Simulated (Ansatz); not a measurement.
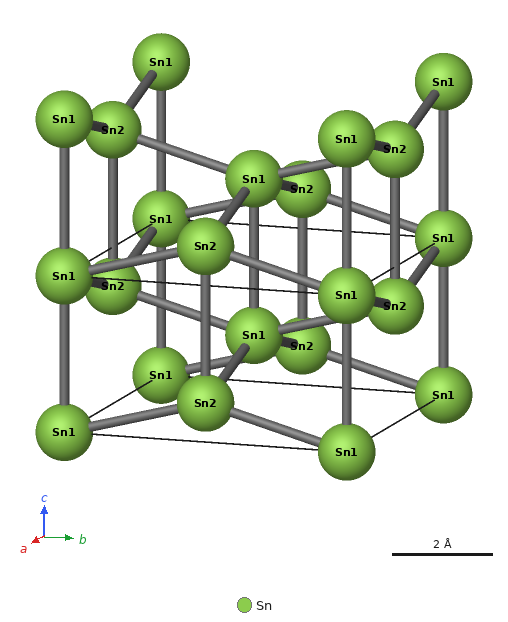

*The structure as given in the input (ball-and-stick view of the cell 2 times as large as that of the calculation, set on its symmetry axes, repeated 1 × 1 × 2, seen slightly off an axis; atoms are numbered from 1 in the order of the input).*

Geometry relaxation of Sn

System: Sn (2 atoms in the cell).
Method: DFT, PBE, plane waves, PAW, no spin polarisation (Ansatz 0.2.0).

The structure derives from an entry of the Crystallography Open Database. Figures and captions count atoms from 1; the log counts them from 0 in places.

### Input file
```yaml
crystal:
  lattice:
    - [-3.0151383494, 3.0151383494, 1.6140073882]
    - [3.0151383494, -3.0151383494, 1.6140073882]
    - [3.0151383494, 3.0151383494, -1.6140073882]
  atoms:
    - { symbol: Sn, position: [0.0, 0.0, 0.0] }
    - { symbol: Sn, position: [0.75, 0.25, 0.5] }
basis:
  ecutwfc: 420
kpoints:
  mp_grid: { grid: [6, 6, 6] }
hamiltonian:
  xc: pbe
scf:
  occupations: { method: fermi_dirac, width: 0.15 }
output:
  forces: true
  stress: true
  eigenvalues: true
relax:
  adjacent_minimum: "off"
  f_tol: 0.01
  max_steps: 30
  cell: { stress_tol: 0.1, fix: [volume] }
```

Launch command:
```bash
ansatz run input.yaml --threads 1 --pin off --max-ram 2560MiB --backend cpu --events-out ev --progress --plain --runs-dir out
```

### What the program printed
```
Engine: ansatz 0.2.0, x86_64-unknown-linux-gnu
Pseudopotentials: kind: paw
Pseudopotential: Sn, paw, valence charge 14, recommended cutoff 420 eV (normal), Sn.paw.azcp
Functional definition: PBE
  parameter kappa = 0.804
  parameter beta = 0.06672455060314922
  exchange = pbe_x(kappa = kappa, mu = beta*pi^2/3)
  correlation = pbe_c(beta = beta)
Crystal: 2 atoms, lattice volume = 58.692 Å³
Basis set: ecut = 420 eV, 1157 PW (Γ), exchange–correlation on 64×64×64 points (8 copies of the dense FFT grid, shifted against one another)
Bands: 18, of which v1, the nominal top of the filled ones, is band 14 counted from 1 (13 counted from 0)
Symmetry: 16 space group operations
Space group: I41/amd (ITA 141), of the structure as read, at distance tolerance 3.9e-5 Å
k-points: 30 of 216
Non-local potential: Sn, projectors of the file, l = 0: 2, l = 1: 2, l = 2: 2, l = 3: 2
PAW form: soft (Blöchl's): semilocal exchange-correlation on the pseudo side does not see the compensation charge
PAW one-centre angular grid: Sn, 590 points (default); XC on 64 Gauss nodes
Initial density: superposition of atomic densities (neutral atoms: chi_scale 0, normalization atom), corrected by the library's trained network
Initial wavefunctions: pseudopotential atomic-orbital guess
Functional: x = pbe(κ = 0.804, μ = 0.2195149727645171), c = pbe(β = 0.06672455060314922)
SCF iter   1: F=—  HF=-12048.372453 eV  |F-HF|=—  |Δ(HF+E_count)|=         —  Δρ=8.94e-4  dr2=2.88e-4  ethr=1.77e-3  ⟨swp⟩=5.8  Hψ=2661  notcnv=0
preconditioner: auto → Kerker (q_TF=auto, 2.412 Å⁻¹)  [metal: Δε(μ)=0.065 eV  Ē_g=19.966 eV  σ=0.150 eV  W_gap=0.11  n_scr=16 (ndim 8)  ℏωp=25.6 eV  f_vac=0.000  D(μ)=1.25/eV (n_scr^D=4)]
SCF iter   2: F=—  HF=-12048.371171 eV  |F-HF|=—  |Δ(HF+E_count)|=   1.28e-3  Δρ=5.48e-4  dr2=1.31e-4  ethr=1.03e-6  ⟨swp⟩=2.3  Hψ=1207  notcnv=0
SCF iter   3: F=—  HF=-12048.371233 eV  |F-HF|=—  |Δ(HF+E_count)|=   6.11e-5  Δρ=2.58e-4  dr2=2.81e-5  ethr=4.66e-7  ⟨swp⟩=2.1  Hψ=944  notcnv=0
SCF iter   4: F=—  HF=-12048.371254 eV  |F-HF|=—  |Δ(HF+E_count)|=   2.14e-5  Δρ=9.28e-5  dr2=3.53e-6  ethr=1.00e-7  ⟨swp⟩=2.0  Hψ=664  notcnv=0
SCF iter   5: F=—  HF=-12048.371252 eV  |F-HF|=—  |Δ(HF+E_count)|=   1.85e-6  Δρ=2.58e-5  dr2=3.12e-7  ethr=1.26e-8  ⟨swp⟩=2.0  Hψ=943  notcnv=0
SCF iter   6: F=-12048.371252 eV  HF=-12048.371252 eV  |F-HF|=1.96e-9  |Δ(HF+E_count)|=   9.52e-8  Δρ=3.17e-6  dr2=3.29e-9  ethr=3.57e-10  ⟨swp⟩=6.1  Hψ=2584  notcnv=0
SCF 1 converged in 6 iterations: F = -12048.371252 eV  dr2 = 3.29e-9
  greatest PAW one-centre occupation: 0.991 electrons in one spin orbital (limit 2), on the Sn atom at site 1 (counted from 0), in its partial waves of l = 2
relax step   1: F+E_penalty+E_count = -12048.37125205 eV  Δ(F+E_penalty+E_count) = +0.000e0 eV  max|allowed force component| = 3.469e-18 eV/Å  Δτ_max = 0.0000 Å  P = -1.274 GPa  Ω = 58.692 Å³  fix = [volume]  reactions: volume -1.274 GPa  (6 SCF iters, dr2 threshold 1.00e-7 eV, accepted)
Initial density: handed on by an earlier stage of this run
Initial wavefunctions: pseudopotential atomic-orbital guess (no wavefunctions were taken with the density)
iter 1 solved again at ethr=1.29e-7 eV; its pass at ethr=3.10e-3 eV (dr2=3.61e-5 eV) is discarded
SCF iter   1: F=—  HF=-12048.371252 eV  |F-HF|=—  |Δ(HF+E_count)|=         —  Δρ=3.66e-6  dr2=4.37e-9  ethr=1.29e-7  ⟨swp⟩=2.7  Hψ=3978  notcnv=0
eigensolver tolerance schedule: the retry pair's looser diagonalisation over-reported the residual by 8251.44 of it (diagonalisation noise at 0.52 of the residual, at the tolerance the schedule requests for it); recorded, not acted on — ethr = c·dr2/N_el stays at c = 1.0e-1
preconditioner: auto → Kerker (q_TF=auto, 2.412 Å⁻¹)  [metal: Δε(μ)=0.065 eV  Ē_g=19.969 eV  σ=0.150 eV  W_gap=0.11  n_scr=16 (ndim 8)  ℏωp=25.6 eV  f_vac=0.000  D(μ)=1.25/eV (n_scr^D=4)]
SCF iter   2: F=—  HF=-12048.371252 eV  |F-HF|=—  |Δ(HF+E_count)|=   2.15e-7  Δρ=1.21e-6  dr2=5.70e-10  ethr=1.56e-11  ⟨swp⟩=3.2  Hψ=1146  notcnv=0
SCF iter   3: F=—  HF=-12048.371252 eV  |F-HF|=—  |Δ(HF+E_count)|=  2.07e-10  Δρ=6.29e-7  dr2=1.96e-10  ethr=1.00e-12  ⟨swp⟩=5.7  Hψ=2149  notcnv=0
SCF iter   4: F=-12048.371252 eV  HF=-12048.371252 eV  |F-HF|=7.28e-12  |Δ(HF+E_count)|=  9.28e-11  Δρ=1.19e-7  dr2=9.01e-12  ethr=1.00e-12  ⟨swp⟩=4.5  Hψ=1676  notcnv=0
SCF 2 converged in 4 iterations: F = -12048.371252 eV  dr2 = 9.01e-12
relax step   2: F+E_penalty+E_count = -12048.37125205 eV  Δ(F+E_penalty+E_count) = -1.590e-9 eV  max|allowed force component| = 4.337e-18 eV/Å  Δτ_max = 0.0000 Å  P = -1.274 GPa  Ω = 58.692 Å³  fix = [volume]  reactions: volume -1.274 GPa  stress off target by 6.43e-2 GPa on what of the cell is left free  SCF on the basis re-selected at this cell (its energy is not comparable with the rows above)  (4 SCF iters)
```

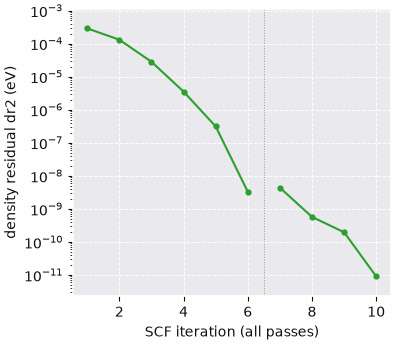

*Convergence of the self-consistent field: density residual dr2 against the SCF iteration. The dotted lines part the SCF passes of the relaxation: geometry steps, rejected trials and re-solves on a re-selected basis.*

The passes take 6 and 4 iterations.

```
basis re-selected at this cell: Δ(F+E_penalty+E_count) = -1.590e-9 eV, ΔP = +0.000 GPa vs the last step (what re-selecting the basis moved, of the pressure what is left beyond the Pulay correction that the steps carried, after the strain that the cell walked since its last selection, with what the two solves' SCF thresholds leave and, on support functions, any second-order correction that the steps lacked; it is no measure of the basis error at this ecutwfc). This SCF's stress stands 6.43e-2 GPa from its target on what of the cell is left free (relax.cell.stress_tol is 1.00e-1 GPa) and its largest allowed force component is 4.34e-18 eV/Å (relax.f_tol is 1.00e-2 eV/Å): within both
SCF converged after 4 iterations
Free energy (F): -12048.371252 eV
Harris-Foulkes:  -12048.371252 eV  (|F-HF|=7.28e-12)
Internal energy: -12048.281210 eV  (E = F + TS)
E sigma→0 (E₀):  -12048.326231 eV
Entropy (-TS):   -0.090042 eV (-45.021 meV/atom)
Fermi energy:    9.663144 eV
--- Per-component energies (eV) ---
  E_band       = -193.162501
  E_kinetic    = 371.446962
  E_local      = -1807.355695  (includes V_loc(G=0)·N_el)
  E_nonlocal   = -64.993870
  E_hartree    = 1104.014625
  E_xc         = -764.510620
  E_vxc        = -191.178873  (∫ρ·V_xc dr)
  E_paw        = -8271.712191  (= ΣΔE_a)
  E_vpaw       = -709.110233  (= ΣTr[D̂ρ^β])
  E_aug_tail   = -0.000001  (compensation charges beyond the density's cutoff)
  E_ewald      = -2615.170419
  E_smearing   = -0.090042  (= −TS)
  E_closure    = 0.000000  (closes the sum)
  Σ components = -12048.371252   (vs F -12048.371252, Δ=0.00e0)
--- Forces (eV/Å), atoms counted from 1 ---
  atom   1  Sn    -0.00000000    -0.00000000     0.00000000
  atom   2  Sn     0.00000000     0.00000000     0.00000000
  max |Σ_I F_I| component: 3.47e-18 eV/Å
--- Stress (GPa, compression-positive) ---
       -1.306033       0.000000      -0.000000
        0.000000      -1.306033       0.000000
       -0.000000       0.000000      -1.209648
  P = ⅓ Tr σ = -1.2739 GPa (-12.739 kbar)
--- Band table (eV; the first three rows and the last of 30) ---
  k-point 0: bands = ["-11.9450", "-11.8974", "-11.8521", "-11.8439", "-11.7204", "-11.7204", "-11.7127", "-11.7127", "-11.6504", "-11.5624", "-0.9677", "5.5877", "7.7741", "7.7741", "12.6409", "15.3097", "15.3097", "16.1858"]
  k-point 1: bands = ["-11.9269", "-11.8992", "-11.8615", "-11.8299", "-11.7288", "-11.7129", "-11.7093", "-11.7066", "-11.6605", "-11.5801", "-0.7375", "4.3906", "8.0457", "8.5951", "13.6683", "13.8323", "14.2047", "16.0510"]
  k-point 2: bands = ["-11.9004", "-11.8799", "-11.8775", "-11.7926", "-11.7583", "-11.7100", "-11.6994", "-11.6892", "-11.6833", "-11.6212", "-0.0496", "2.6144", "8.8462", "9.6828", "11.8448", "12.4497", "15.6796", "15.7708"]
  k-point 29: bands = ["-11.9038", "-11.9038", "-11.7386", "-11.7386", "-11.7331", "-11.7331", "-11.7185", "-11.7185", "-11.7097", "-11.7097", "2.1832", "2.1832", "5.2220", "5.2220", "14.6892", "14.6892", "18.0387", "18.0387"]
--- Relaxed structure (1 steps of the walk, 1 accepted, 1 SCFs on fresh bases) ---
  F+E_penalty+E_count = -12048.37125205 eV   max|allowed force component| = 4.337e-18 eV/Å   (the final SCF, on the basis selected at the relaxed cell)
  cell:  # Å, volume = 58.6921 Å³
    - [-3.0151383494, 3.0151383494, 1.6140073882]
    - [3.0151383494, -3.0151383494, 1.6140073882]
    - [3.0151383494, 3.0151383494, -1.6140073882]
  atoms:
    - { symbol: Sn, position: [0.0, 0.0, 0.0] }
    - { symbol: Sn, position: [0.75, 0.25000000000000006, 0.5] }
```

### Trajectory as extended XYZ (Å, eV, eV/Å), 2 frames, from step=1 to step=2
```
2
Lattice="-3.0151 3.0151 1.6140 3.0151 -3.0151 1.6140 3.0151 3.0151 -1.6140" Properties=species:S:1:pos:R:3:forces:R:3 step=1 energy=-12048.37125 pressure_GPa=-1.27
Sn    0.0000    0.0000    0.0000    0.0000   0.0000   0.0000
Sn    0.0000    3.0151    0.8070    0.0000   0.0000   0.0000
2
Lattice="-3.0151 3.0151 1.6140 3.0151 -3.0151 1.6140 3.0151 3.0151 -1.6140" Properties=species:S:1:pos:R:3:forces:R:3 step=2 energy=-12048.37125 pressure_GPa=-1.27
Sn    0.0000    0.0000    0.0000    0.0000   0.0000   0.0000
Sn    0.0000    3.0151    0.8070    0.0000   0.0000   0.0000
```

### Key numbers

- outcome: converged
- space group (tolerance 0.01 Å): I4₁/amd (141)
- electrons treated: 28
- free energy: −12048.3713 eV
- Fermi energy: 9.663 eV
- gap on the k-point mesh: none (metallic)
- pressure: −1.27 GPa
- final volume: 58.69 Å³
- largest force (length of the vector) at the end: under 0.001 eV/Å
- final cell: a = 4.559 Å, b = 4.559 Å, c = 4.559 Å, α = 97.20°, β = 97.20°, γ = 138.54°
- hardware: 1 thread of Intel Xeon (Sapphire Rapids), 64 GiB of memory available, shared host
- wall time: 3 s
- peak memory: 0.37 GiB

Settings chosen away from the usual ones: volume x 1.03, shape and atoms relaxed. These settings are looser than, or depart from, a standard set-up, so the numbers are not reference values for this system. Results for this metal are sensitive to the k-point mesh.
